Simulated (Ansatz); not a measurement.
**Run report: Ni₃Si, geometry relaxation (part 2 of 2)**

Ni₃Si (Pm-3m, 4 atoms in the cell); DFT PBEsol, scalar-relativistic, plane waves, PAW, no spin polarisation (Ansatz 0.2.0); cutoff 420 eV, 6×6×6 k-mesh, Gaussian smearing of 0.1 eV. The structure derives from an entry of the Crystallography Open Database.

Geometry of the input (Å; fractional positions):
```
3.5511  0.0000  0.0000
0.0000  3.5511  0.0000
0.0000  0.0000  3.5511
Si 0.0000  0.0000  0.0000
Ni 0.0000  0.5000  0.5000
Ni 0.5000  0.0000  0.5000
Ni 0.5000  0.5000  0.0000
```

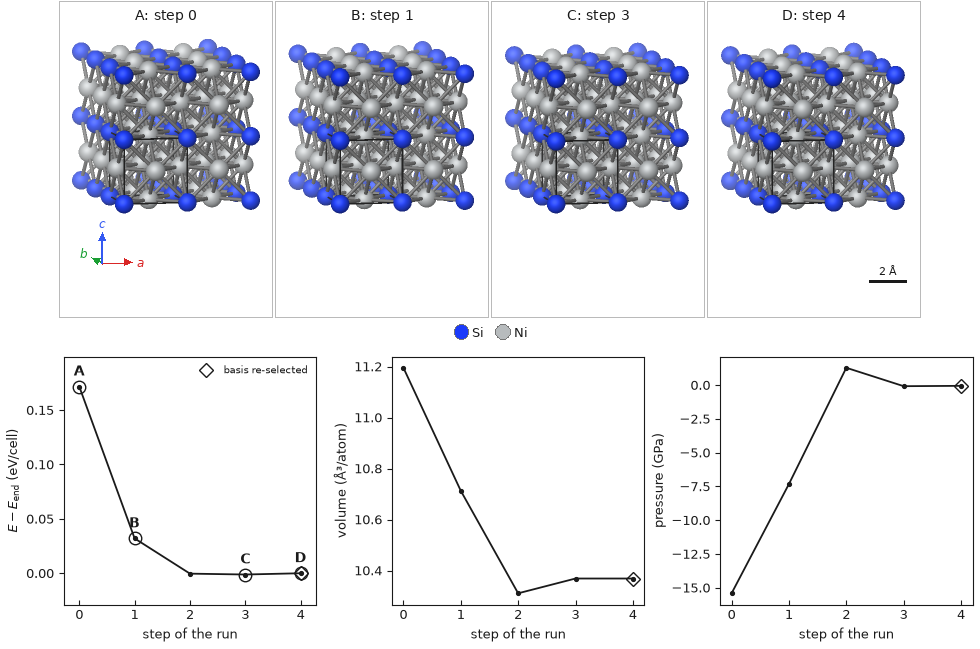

Fig. 1: Frames of the relaxation (ball-and-stick view of the cell of the calculation, repeated 2 × 3 × 2, seen slightly off an axis) above the curves, on which the letters mark them (the first geometry is step 0 here and step 1 in the log).

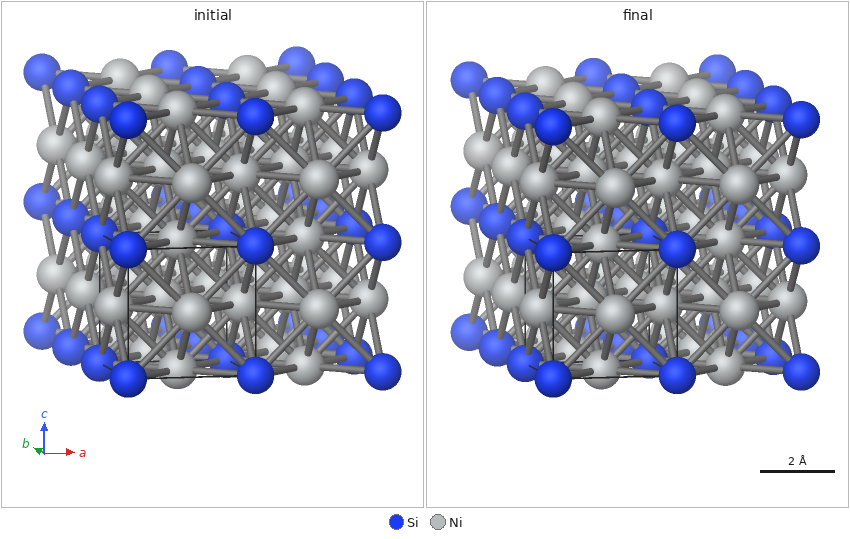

Fig. 2: Before (left) and after (right) the relaxation, at one scale (ball-and-stick view of the cell of the calculation, repeated 2 × 3 × 2, seen slightly off an axis). The energy falls by 0.173 eV per cell of the calculation in 3 geometry steps. All forces vanish by symmetry, so only the cell relaxes. The pressure goes from −15.41 to −0.06 GPa. No atom moves by more than 0.005 Å relative to the cell. The volume changes by −7.4 %, with a = b = c 3.551 → 3.461 Å (−2.5 %). Distances before and after: Si1–Ni2 2.511 → 2.448 Å, Ni2–Ni3 2.511 → 2.448 Å. The space group stays Pm-3m (No. 221). A last SCF at the same geometry on a re-selected plane-wave basis shifts the energy by +1.2 meV per cell of the calculation. (Atoms are counted from 1 in the order of the input.)

```
basis re-selected at this cell: Δ(F+E_penalty+E_count) = +1.161e-3 eV, ΔP = +0.025 GPa vs the last step (what re-selecting the basis moved, of the pressure what is left beyond the Pulay correction that the steps carried, after the strain that the cell walked since its last selection, with what the two solves' SCF thresholds leave and, on support functions, any second-order correction that the steps lacked; it is no measure of the basis error at this ecutwfc). This SCF's stress stands 5.53e-2 GPa from its target on what of the cell is left free (relax.cell.stress_tol is 5.00e-1 GPa) and its largest allowed force component is 4.23e-29 eV/Å (relax.f_tol is 5.00e-2 eV/Å): within both
SCF converged after 6 iterations
Free energy (F): -18038.534303 eV
Harris-Foulkes:  -18038.534303 eV  (|F-HF|=0.00e0)
Internal energy: -18038.525949 eV  (E = F + TS)
E sigma→0 (E₀):  -18038.530126 eV
Entropy (-TS):   -0.008354 eV (-2.089 meV/atom)
Fermi energy:    18.224398 eV
--- Per-component energies (eV) ---
  E_band       = -806.099608
  E_kinetic    = 900.164576
  E_local      = -11447.387572  (includes V_loc(G=0)·N_el)
  E_nonlocal   = 1933.528516
  E_hartree    = 4881.815290
  E_xc         = -313.439442
  E_vxc        = -381.921334  (∫ρ·V_xc dr)
  E_paw        = -5284.230888  (= ΣΔE_a)
  E_vpaw       = -1574.115506  (= ΣTr[D̂ρ^β])
  E_aug_tail   = 0.001466  (compensation charges beyond the density's cutoff)
  E_ewald      = -8709.601323
  E_core_change = 0.623427  (= ΣΔE_core)
  E_smearing   = -0.008354  (= −TS)
  E_closure    = -0.000000  (closes the sum)
  Σ components = -18038.534303   (vs F -18038.534303, Δ=0.00e0)
--- Forces (eV/Å), atoms counted from 1 ---
  atom   1  Si    -0.00000000    -0.00000000    -0.00000000
  atom   2  Ni     0.00000000    -0.00000000     0.00000000
  atom   3  Ni    -0.00000000    -0.00000000    -0.00000000
  atom   4  Ni     0.00000000     0.00000000     0.00000000
  max |Σ_I F_I| component: 3.26e-29 eV/Å
--- Stress (GPa, compression-positive) ---
       -0.055331       0.000000       0.000000
        0.000000      -0.055331      -0.000000
        0.000000      -0.000000      -0.055331
  P = ⅓ Tr σ = -0.0553 GPa (-0.553 kbar)
--- Band table (eV; the first three rows and the last of 20) ---
  k-point 0: bands = ["-84.7543", "-84.7110", "-84.7110", "-45.3826", "-45.3826", "-45.3826", "-45.3145", "-45.3145", "-45.3145", "-45.1365", "-45.1365", "-45.1365", "5.9080", "13.0139", "13.8652", "13.8652", "14.4169", "14.4169", "14.4169", "16.5588", "16.5588", "16.5588", "17.2213", "17.2213", "17.2213", "17.5643", "17.5643", "17.9122", "18.2465", "18.2465", "18.2465", "23.3736", "24.6832", "24.6832", "28.9675"]
  k-point 1: bands = ["-84.7517", "-84.7135", "-84.7110", "-45.3767", "-45.3767", "-45.3746", "-45.3164", "-45.3164", "-45.3150", "-45.1459", "-45.1405", "-45.1405", "6.2427", "12.9393", "13.5133", "14.1031", "14.3910", "14.3910", "14.5146", "16.1013", "16.1013", "16.4504", "16.5314", "17.3370", "17.3370", "17.4948", "17.5662", "17.7712", "18.2468", "18.8916", "18.8916", "23.7477", "24.5982", "25.8158", "27.8118"]
  k-point 2: bands = ["-84.7451", "-84.7201", "-84.7109", "-45.3624", "-45.3624", "-45.3562", "-45.3225", "-45.3225", "-45.3161", "-45.1669", "-45.1489", "-45.1489", "7.1773", "11.4024", "13.7912", "14.2911", "14.2911", "14.6943", "14.7537", "15.8415", "15.8415", "16.1472", "16.1898", "17.0260", "17.0260", "17.1092", "17.3156", "17.6297", "18.2476", "20.4823", "20.4823", "23.7103", "24.3900", "25.3154", "25.3154"]
  k-point 19: bands = ["-84.7252", "-84.7252", "-84.7252", "-45.4089", "-45.4089", "-45.4089", "-45.3332", "-45.2518", "-45.2518", "-45.2518", "-45.1009", "-45.1009", "9.8313", "13.6545", "13.6545", "13.6545", "14.2787", "14.2787", "14.2787", "15.8517", "15.8517", "15.8517", "16.6752", "16.6752", "16.6752", "16.8928", "16.8928", "17.5957", "17.9976", "17.9976", "17.9976", "19.6115", "22.3484", "22.3484", "22.3484"]
--- Relaxed structure (4 steps of the walk, 4 accepted, 1 SCFs on fresh bases) ---
  F+E_penalty+E_count = -18038.53430324 eV   max|allowed force component| = 4.234e-29 eV/Å   (the final SCF, on the basis selected at the relaxed cell)
  cell:  # Å, volume = 41.4743 Å³
    - [3.46146377186161, -7.71375066267596e-34, -8.987673073807101e-34]
    - [-8.997703958934118e-34, 3.46146377186161, 0.0]
    - [-8.9876730738071e-34, 0.0, 3.4614637718616095]
  atoms:
    - { symbol: Si, position: [-3.954616647641215e-36, 3.2837441807117205e-36, 2.1185446325585775e-37] }
    - { symbol: Ni, position: [5.649452352869195e-37, 0.5000000000000001, 0.5] }
    - { symbol: Ni, position: [0.5000000000000001, -1.2358177023947258e-36, 0.5] }
    - { symbol: Ni, position: [0.5000000000000001, 0.5000000000000001, 7.767996986774533e-37] }
```

### Trajectory as extended XYZ (Å, eV, eV/Å), 5 frames, from step=1 to step=5
```
4
Lattice="3.5511 0.0000 0.0000 0.0000 3.5511 0.0000 0.0000 0.0000 3.5511" Properties=species:S:1:pos:R:3:forces:R:3 step=1 energy=-18038.36265 pressure_GPa=-15.41
Si    0.0000    0.0000    0.0000    0.0000   0.0000   0.0000
Ni    0.0000    1.7755    1.7755    0.0000   0.0000   0.0000
Ni    1.7755    0.0000    1.7755    0.0000   0.0000   0.0000
Ni    1.7755    1.7755    0.0000    0.0000   0.0000   0.0000
4
Lattice="3.4993 0.0000 0.0000 0.0000 3.4993 0.0000 0.0000 0.0000 3.4993" Properties=species:S:1:pos:R:3:forces:R:3 step=2 energy=-18038.50228 pressure_GPa=-7.32
Si    0.0000    0.0000    0.0000    0.0000   0.0000   0.0000
Ni    0.0000    1.7497    1.7497    0.0000   0.0000   0.0000
Ni    1.7497    0.0000    1.7497    0.0000   0.0000   0.0000
Ni    1.7497    1.7497    0.0000    0.0000   0.0000   0.0000
4
Lattice="3.4550 0.0000 0.0000 0.0000 3.4550 0.0000 0.0000 0.0000 3.4550" Properties=species:S:1:pos:R:3:forces:R:3 step=3 energy=-18038.53467 pressure_GPa=1.28
Si    0.0000    0.0000    0.0000    0.0000   0.0000   0.0000
Ni    0.0000    1.7275    1.7275    0.0000   0.0000   0.0000
Ni    1.7275    0.0000    1.7275    0.0000   0.0000   0.0000
Ni    1.7275    1.7275    0.0000    0.0000   0.0000   0.0000
4
Lattice="3.4615 0.0000 0.0000 0.0000 3.4615 0.0000 0.0000 0.0000 3.4615" Properties=species:S:1:pos:R:3:forces:R:3 step=4 energy=-18038.53546 pressure_GPa=-0.08
Si    0.0000    0.0000    0.0000    0.0000   0.0000   0.0000
Ni    0.0000    1.7307    1.7307    0.0000   0.0000   0.0000
Ni    1.7307    0.0000    1.7307    0.0000   0.0000   0.0000
Ni    1.7307    1.7307    0.0000    0.0000   0.0000   0.0000
4
Lattice="3.4615 0.0000 0.0000 0.0000 3.4615 0.0000 0.0000 0.0000 3.4615" Properties=species:S:1:pos:R:3:forces:R:3 step=5 energy=-18038.53430 pressure_GPa=-0.06
Si    0.0000    0.0000    0.0000    0.0000   0.0000   0.0000
Ni    0.0000    1.7307    1.7307    0.0000   0.0000   0.0000
Ni    1.7307    0.0000    1.7307    0.0000   0.0000   0.0000
Ni    1.7307    1.7307    0.0000    0.0000   0.0000   0.0000
```

### Key numbers

```csv
quantity,value
outcome,converged
space group (tolerance 0.01 Å),Pm-3m (221)
electrons treated,58
free energy,−18038.5343 eV
Fermi energy,18.224 eV
gap on the k-point mesh,none (metallic)
pressure,−0.06 GPa
final volume,41.47 Å³
largest force (length of the vector) at the end,under 0.001 eV/Å
final cell,"a = 3.461 Å, b = 3.461 Å, c = 3.461 Å, α = 90.00°, β = 90.00°, γ = 90.00°"
wall time,9.4 s
peak memory,0.4 GiB
```

### Remarks

The run has no spin polarisation, so a magnetic state may lie lower.
